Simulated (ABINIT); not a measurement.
Bi2Te3: positron calculation (part 1 of 2)

- system: Bi2Te3 (R-3m, 5 atoms in the cell)
- method: Kohn-Sham DFT of a periodic cell, PBE, JTH PAW PBE v2.0, no spin polarisation (ABINIT 10.8.3)

The structure derives from an entry of the Crystallography Open Database. The run did not end well.

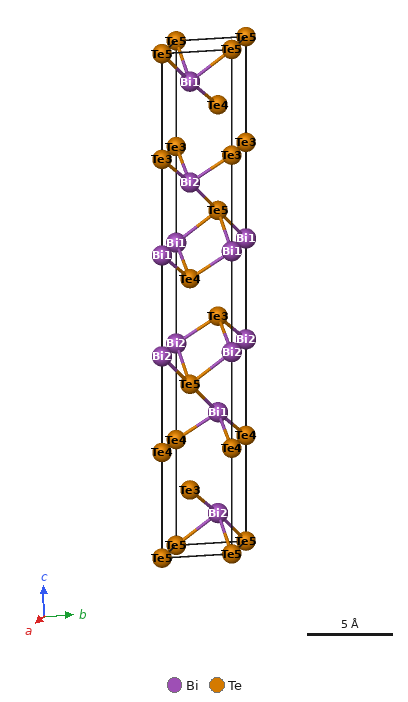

The structure (ball-and-stick view of the cell 3 times as large as that of the calculation, set on its symmetry axes, seen at an oblique angle; atoms are numbered from 1 in the order of the input). Near neighbours in the crystal (not all of them lie inside the picture): Bi has 6 Te at 3.07 to 3.25 Å; Te has 3 Bi at 3.07 Å; Te has 6 Bi at 3.25 Å.

## Input
```
# Datasets
ndtset 2

# Pseudopotentials
pp_dirpath "./"
pseudos "Bi.GGA_PBE-JTH.xml, Te.GGA_PBE-JTH.xml"

# Structure
acell 3*1.0 Angstrom
rprim
     2.1930000000     1.2661291403    10.1656666667
    -2.1930000000     1.2661291403    10.1656666667
     0.0000000000    -2.5322582807    10.1656666667
ntypat 2
znucl 83 52
natom 5
typat 1 1 2 2 2
xred
   0.6000000000   0.6000000000   0.6000000000
   0.4000000000   0.4000000000   0.4000000000
   0.7905000000   0.7905000000   0.7905000000
   0.2095000000   0.2095000000   0.2095000000
            0.0            0.0            0.0

# Plane-wave basis
ecut 19.0
pawecutdg 38.0

# Exchange and correlation
ixc 11

# SCF cycle
nstep 80

# Output
iomode 3
prteig 0
prtebands 0
prtwf 0

# Dataset 1: electrons
kptopt1 1
ngkpt1 5 5 5
nshiftk1 1
shiftk1 0.0 0.0 0.0
nband1 29
occopt1 3
tsmear1 0.00183747
tolvrs1 1.0e-10
prtden1 1

# Dataset 2: positron in the electrons' density
positron2 1
ixcpositron2 11
getden2 1
kptopt2 0
nkpt2 1
kpt2 0.0 0.0 0.0
nband2 1
occopt2 2
occ2 1.0
posocc2 1.0
toldfe2 1.0e-9
optforces2 0
optstress2 0
prtden2 0
```

Hardware: 1 thread of Intel Xeon @ 2.70GHz, 189 GiB of memory available, shared host.

Run as:
```bash
abinit run.abi > log 2>&1
```

## What the program printed
```
.Version 10.8.3 of ABINIT
 DATASET    1 : space group R-3 m (#166); Bravais hR (rhombohedral)
================================================================================
 Values of the parameters that define the memory need for DATASET  1.
     intxc =       0    ionmov =       0      iscf =      17    lmnmax =      18
     lnmax =       6     mgfft =      80  mpssoang =       3    mqgrid =    3001
     natom =       5  nloc_mem =       2    nspden =       1   nspinor =       1
    nsppol =       1      nsym =      12    n1xccc =       1    ntypat =       2
    occopt =       3   xclevel =       2
       mpw =        4538          nfft =      512000          nkpt =          19
 PAW method is used; the additional fine FFT grid is defined by:
   mgfftf=       120    nfftf =   1728000
================================================================================
================================================================================

 DATASET    2 : space group R-3 m (#166); Bravais hR (rhombohedral)
================================================================================
 Values of the parameters that define the memory need for DATASET  2.
     intxc =       0    ionmov =       0      iscf =      17    lmnmax =      18
     lnmax =       6     mgfft =      80  mpssoang =       3    mqgrid =    3001
     natom =       5  nloc_mem =       2    nspden =       1   nspinor =       1
    nsppol =       1      nsym =      12    n1xccc =       1    ntypat =       2
    occopt =       2   xclevel =       2
       mpw =        2257          nfft =      512000          nkpt =           1
 PAW method is used; the additional fine FFT grid is defined by:
   mgfftf=       120    nfftf =   1728000
================================================================================
================================================================================

--------------------------------------------------------------------------------
------------- Echo of variables that govern the present computation ------------
--------------------------------------------------------------------------------
 -outvars: echo values of preprocessed input variables --------
            acell      1.8897261259E+00  1.8897261259E+00  1.8897261259E+00 Bohr
              amu      2.08980370E+02  1.27600000E+02
             ecut      1.90000000E+01 Hartree
           getden1          0
           getden2          1
              ixc          11
      ixcpositron1          1
      ixcpositron2         11
           jdtset        1    2
           kptopt1          1
           kptopt2          0
         kptrlatt        5    0    0      0    5    0      0    0    5
          kptrlen1     4.14416939E+01
          kptrlen2     3.00000000E+01
            natom           5
            nband1         29
            nband2          1
           ndtset           2
            ngfft          80      80      80
          ngfftdg         120     120     120
             nkpt1         19
             nkpt2          1
            nstep          80
             nsym          12
           ntypat           2
           occopt1          3
           occopt2          2
        optforces1          2
        optforces2          0
        optstress1          1
        optstress2          0
        pawecutdg      3.80000000E+01 Hartree
         positron1          0
         positron2          1
           prtden1          1
           prtden2          0
        prtebands           0
           prteig           0
            prtwf           0
            rprim      2.1930000000E+00  1.2661291403E+00  1.0165666667E+01
                      -2.1930000000E+00  1.2661291403E+00  1.0165666667E+01
                       0.0000000000E+00 -2.5322582807E+00  1.0165666667E+01
           shiftk1     0.00000000E+00  0.00000000E+00  0.00000000E+00
           shiftk2     5.00000000E-01  5.00000000E-01  5.00000000E-01
          spgroup         166
           toldfe1     0.00000000E+00 Hartree
           toldfe2     1.00000000E-09 Hartree
           tolvrs1     1.00000000E-10
           tolvrs2     0.00000000E+00
           tsmear1     1.83747000E-03 Hartree
           tsmear2     1.00000000E-02 Hartree
            typat      1  1  2  2  2
           useylm           1
           xangst     -4.8694381860E-17 -6.0000156145E-11  1.8298200000E+01
                       1.6619532651E-16 -4.0000338378E-11  1.2198800000E+01
                      -2.8995896552E-17 -7.9050626299E-11  2.4107878500E+01
                       7.7158843879E-17 -2.0950197659E-11  6.3891215000E+00
                       0.0000000000E+00  0.0000000000E+00  0.0000000000E+00
            xcart     -9.2019045586E-17 -1.1338386263E-10  3.4578586597E+01
                       3.1406365051E-16 -7.5589684478E-11  2.3052391065E+01
                      -5.4794303259E-17 -1.4938403379E-10  4.5557287842E+01
                       1.4580908312E-16 -3.9590135859E-11  1.2073689820E+01
                       0.0000000000E+00  0.0000000000E+00  0.0000000000E+00
             xred      6.0000000000E-01  6.0000000000E-01  6.0000000000E-01
                       4.0000000000E-01  4.0000000000E-01  4.0000000000E-01
                       7.9050000000E-01  7.9050000000E-01  7.9050000000E-01
                       2.0950000000E-01  2.0950000000E-01  2.0950000000E-01
                       0.0000000000E+00  0.0000000000E+00  0.0000000000E+00
            znucl       83.00000   52.00000

================================================================================

 chkinp: Checking input parameters for consistency, jdtset=   1.

 chkinp: Checking input parameters for consistency, jdtset=   2.

================================================================================
== DATASET  1 ==================================================================

--- !DatasetInfo
iteration_state: {dtset: 1, }
dimensions: {natom: 5, nkpt: 19, mband: 29, nsppol: 1, nspinor: 1, nspden: 1, mpw: 4538, }
cutoff_energies: {ecut:  19.0, pawecutdg:  38.0, }
electrons: {nelect:   4.80000000E+01, charge:   0.00000000E+00, occopt:   3.00000000E+00, tsmear:   1.83747000E-03, }
meta: {optdriver: 0, ionmov: 0, optcell: 0, iscf: 17, paral_kgb: 0, }
...

 Exchange-correlation functional for the present dataset will be:
  GGA: Perdew-Burke-Ernzerhof functional - ixc=11
  J.P.Perdew, K.Burke, M.Ernzerhof, PRL 77, 3865 (1996)

 Real(R)+Recip(G) space primitive vectors, cartesian coordinates (Bohr,Bohr^-1):
 R(1)=  4.1441694  2.3926373 19.2103259  G(1)=  0.1206514  0.0696581  0.0173518
 R(2)= -4.1441694  2.3926373 19.2103259  G(2)= -0.1206514  0.0696581  0.0173518
 R(3)=  0.0000000 -4.7852746 19.2103259  G(3)=  0.0000000 -0.1393163  0.0173518
 Unit cell volume ucvol=  1.1428793E+03 bohr^3
 Angles (23,13,12)=  2.41661116E+01  2.41661116E+01  2.41661116E+01 degrees

 Coarse grid specifications (used for wave-functions):

 getcut: wavevector=  0.0000  0.0000  0.0000  ngfft=  80  80  80
         ecut(hartree)=     19.000   => boxcut(ratio)=   2.06067

 Fine grid specifications (used for densities):

 getcut: wavevector=  0.0000  0.0000  0.0000  ngfft= 120 120 120
         ecut(hartree)=     38.000   => boxcut(ratio)=   2.18449

--- Pseudopotential description ------------------------------------------------
- pspini: atom type   1  psp file is ./Bi.GGA_PBE-JTH.xml
 Pseudopotential format is: paw10
 basis_size (lnmax)=  6 (lmn_size= 18), orbitals=   0   0   1   1   2   2
 Spheres core radius: rc_sph= 2.41230754
 Shapefunction is BESSEL type: shapef(r,l)=aa(1,l)*jl(q(1,l)*r)+aa(2,l)*jl(q(2,l)*r)
 Radius for shape functions =  2.20555141
 Compensation charge density is not taken into account in XC energy/potential

- pspini: atom type   2  psp file is ./Te.GGA_PBE-JTH.xml
 Pseudopotential format is: paw10
 basis_size (lnmax)=  4 (lmn_size=  8), orbitals=   0   0   1   1
 Spheres core radius: rc_sph= 2.31107438
 Shapefunction is SIN type: shapef(r)=[sin(pi*r/rshp)/(pi*r/rshp)]**2
 Radius for shape functions =  2.10488624
 Compensation charge density is not taken into account in XC energy/potential

   1.85482557E+04                                ecore*ucvol(ha*bohr**3)
--------------------------------------------------------------------------------

================================================================================

--- !BeginCycle
iteration_state: {dtset: 1, }
solver: {iscf: 17, nstep: 80, nline: 4, wfoptalg: 10, }
tolerances: {tolvrs: 1.00E-10, }
...

     iter   Etot(hartree)      deltaE(h)  residm     nres2
 ETOT  1  -164.68580256741    -1.647E+02 2.452E+01 4.598E+01
 ETOT  2  -169.35690692739    -4.671E+00 2.940E-01 4.923E+01
 ETOT  3  -169.32391199898     3.299E-02 7.420E-02 1.296E+01
 ETOT  4  -169.31400939974     9.903E-03 6.206E-03 2.670E+00
 ETOT  5  -169.31366043363     3.490E-04 2.670E-03 5.794E-01
 ETOT  6  -169.31331113825     3.493E-04 1.163E-03 3.919E-02
 ETOT  7  -169.31340081703    -8.968E-05 7.026E-04 8.196E-03
 ETOT  8  -169.31340532011    -4.503E-06 4.278E-04 9.923E-04
 ETOT  9  -169.31340677080    -1.451E-06 3.361E-04 1.248E-04
 ETOT 10  -169.31340716931    -3.985E-07 2.965E-04 1.284E-05
 ETOT 11  -169.31340718170    -1.239E-08 2.578E-04 2.120E-06
 ETOT 12  -169.31340718855    -6.854E-09 3.272E-04 5.238E-07
 ETOT 13  -169.31340718873    -1.760E-10 2.101E-04 6.072E-08
 ETOT 14  -169.31340718877    -4.195E-11 3.055E-04 1.662E-08
 ETOT 15  -169.31340718884    -6.776E-11 1.761E-04 3.797E-09
 ETOT 16  -169.31340718884    -1.990E-12 2.482E-04 4.888E-10
 ETOT 17  -169.31340718884    -3.752E-12 1.334E-04 2.148E-11

 At SCF step   17       nres2   =  2.15E-11 < tolvrs=  1.00E-10 =>converged.

 Cartesian components of stress tensor (hartree/bohr^3)
  sigma(1 1)= -5.18119802E-05  sigma(3 2)=  4.63973188E-14
  sigma(2 2)= -5.18119802E-05  sigma(3 1)=  0.00000000E+00
  sigma(3 3)= -4.47318736E-05  sigma(2 1)=  0.00000000E+00

--- !ResultsGS
iteration_state: {dtset: 1, }
comment   : Summary of ground state results
lattice_vectors:
- [  4.1441694,   2.3926373,  19.2103259, ]
- [ -4.1441694,   2.3926373,  19.2103259, ]
- [  0.0000000,  -4.7852746,  19.2103259, ]
lattice_lengths: [  19.79736,   19.79736,   19.79736, ]
lattice_angles: [ 24.166,  24.166,  24.166, ] # degrees, (23, 13, 12)
lattice_volume:   1.1428793E+03
convergence: {deltae: -3.752E-12, res2:  2.148E-11, residm:  1.334E-04, diffor: null, }
etotal    :  -1.69313407E+02
entropy   :   0.00000000E+00
fermie    :  -5.33602030E-02
cartesian_stress_tensor: # hartree/bohr^3
- [ -5.18119802E-05,   0.00000000E+00,   0.00000000E+00, ]
- [  0.00000000E+00,  -5.18119802E-05,   4.63973188E-14, ]
- [  0.00000000E+00,   4.63973188E-14,  -4.47318736E-05, ]
pressure_GPa:   1.4549E+00
xred      :
- [  6.0000E-01,   6.0000E-01,   6.0000E-01, Bi]
- [  4.0000E-01,   4.0000E-01,   4.0000E-01, Bi]
- [  7.9050E-01,   7.9050E-01,   7.9050E-01, Te]
- [  2.0950E-01,   2.0950E-01,   2.0950E-01, Te]
- [  0.0000E+00,   0.0000E+00,   0.0000E+00, Te]
cartesian_forces: # hartree/bohr
- [ -2.53860142E-20,  -1.95693782E-20,  -6.32849103E-05, ]
- [  2.53860142E-20,   1.95693782E-20,   6.32849103E-05, ]
- [  6.91610658E-20,   3.47692659E-21,  -5.14015332E-04, ]
- [ -6.91610658E-20,  -3.47692659E-21,   5.14015332E-04, ]
- [ -0.00000000E+00,  -0.00000000E+00,  -0.00000000E+00, ]
force_length_stats: {min:   0.00000000E+00, max:   5.14015332E-04, mean:   2.30920097E-04, }
...

 Integrated electronic density in atomic spheres:
 ------------------------------------------------
 Atom  Sphere_radius  Integrated_density
    1        2.41231         12.08626936
    2        2.41231         12.08626936
    3        2.31107          3.09016211
    4        2.31107          3.09016211
    5        2.31107          3.12966813

================================================================================

 ----iterations are completed or convergence reached----

 Mean square residual over all n,k,spin=   55.540E-08; max=  13.344E-05
 reduced coordinates (array xred) for    5 atoms
       0.600000000000      0.600000000000      0.600000000000
       0.400000000000      0.400000000000      0.400000000000
       0.790500000000      0.790500000000      0.790500000000
       0.209500000000      0.209500000000      0.209500000000
       0.000000000000      0.000000000000      0.000000000000
 rms dE/dt=  6.2923E-03; max dE/dt=  9.8744E-03; dE/dt below (all hartree)
    1       0.001215723751      0.001215723751      0.001215723751
    2      -0.001215723751     -0.001215723751     -0.001215723751
    3       0.009874402033      0.009874402033      0.009874402033
    4      -0.009874402033     -0.009874402033     -0.009874402033
    5       0.000000000000      0.000000000000      0.000000000000

 cartesian coordinates (angstrom) at end:
    1     -0.00000000000000    -0.00000000006000    18.29820000006000
    2      0.00000000000000    -0.00000000004000    12.19880000004000
    3     -0.00000000000000    -0.00000000007905    24.10787850007904
    4      0.00000000000000    -0.00000000002095     6.38912150002095
    5      0.00000000000000     0.00000000000000     0.00000000000000
```
